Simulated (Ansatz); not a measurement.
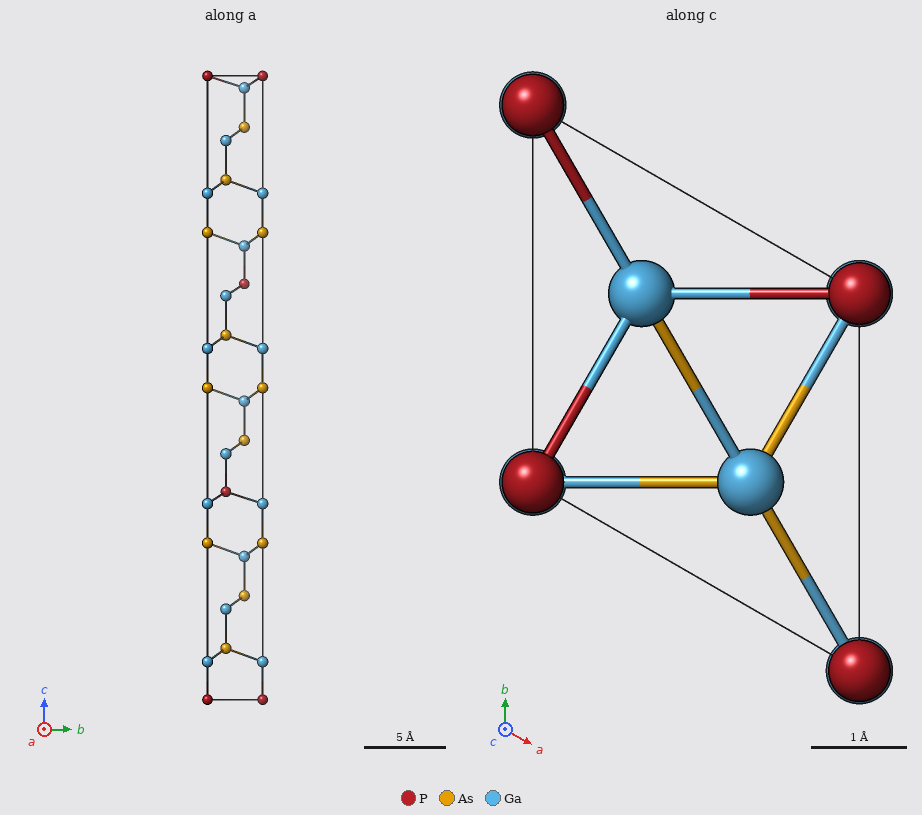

View along the a axis and along the c axis, drawn as a ball-and-stick model. The frame is the conventional unit cell; atoms at its boundary are shown with their periodic copies.

Ga$_{4}$As$_{3}$P, space group R3m (No. 160), a = 3.97 Å, b = 3.97 Å, c = 38.87 Å, α = 90.00°, β = 90.00°, γ = 120.00°.

Theory: difference of finished runs, DFT, HSE06, plane waves, PAW in Ansatz 0.2.0. Numerical settings: a basis cut at 420 eV.

Does it come out as a metal, or with a gap?

Answer. A semiconductor at this level, with a gap of 1.63 eV.

Origin of the cell: a structure type filled with these elements by a generator (whether the compound takes this form wasn't checked). Earlier steps of the study, as a rule a relaxation of our own, may have changed the cell and positions, so they can lie some per cent off the listed ones. Ansatz was used for an electronic-structure calculation on it.
